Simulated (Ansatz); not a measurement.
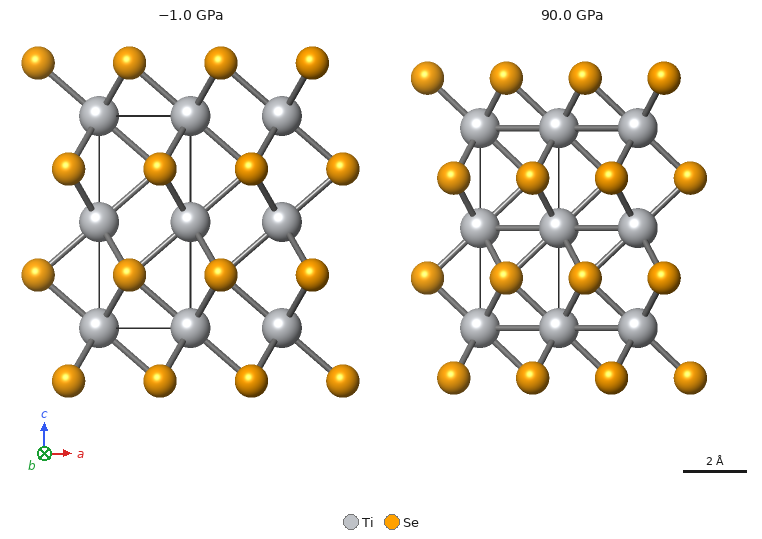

A crystal of TiSe (set up in P6_3/mmc), relaxed (cell and atoms) at several target pressures. The picture shows the first and the last member. The picture is a ball-and-stick view of the cell of the calculation, repeated 2 × 1 × 1 with one cell outlined, seen along the b axis.

Computed with Ansatz 0.2.0: DFT PBEsol, scalar-relativistic, plane waves, PAW. Settings: plane-wave cutoff 420 eV; k-point mesh 12 × 12 × 8 at −1.0 to 12.0, 18 × 18 × 8 at 25.0 to 90.0 GPa; occupations gaussian; smearing width 0.1 eV; no spin polarisation; cell and atoms relaxed; force threshold 0.008 eV/Å.

| pressure (GPa) | volume (Å³/atom) | a (Å) | c (Å) |
| --- | --- | --- | --- |
| −1.0 | 16.619 | 3.368 | 6.765 |
| 0.0 | 16.488 | 3.358 | 6.755 |
| 1.0 | ? | ? | ? |
| 4.0 | 15.999 | 3.316 | 6.722 |
| 12.0 | 15.196 | 3.245 | 6.664 |
| 25.0 | 14.232 | 3.158 | 6.590 |
| 50.0 | 12.962 | 3.038 | 6.488 |
| 90.0 | 11.663 | 2.906 | 6.380 |

Question: One row is withheld. What does the calculation give there?

Answer: Murnaghan's form V = V₀(1 + B′P/B₀)^(−1/B′), with V₀ = 16.488 Å³ from the row at zero pressure, fits the other rows with B₀ = 127 GPa and B′ = 3.75 (largest miss 0.016 Å³). At 1.0 GPa it gives 16.488 × (1 + 3.75 × 1.0/127)^(−1/3.75) = 16.361 Å³ per atom. The calculation gives 16.355 Å³/atom (a = 3.346 Å, c = 6.747 Å). The estimate is 0.006 Å³/atom too high. From the first member to the last: Ti–Ti 3.368 → 2.906 Å, Se–Se 3.368 → 2.906 Å, Se–Ti 2.577 → 2.315 Å.

The whole series:

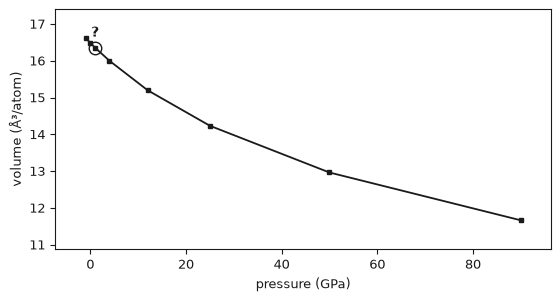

Each member starts from this one structure; whether another phase lies lower wasn't checked.
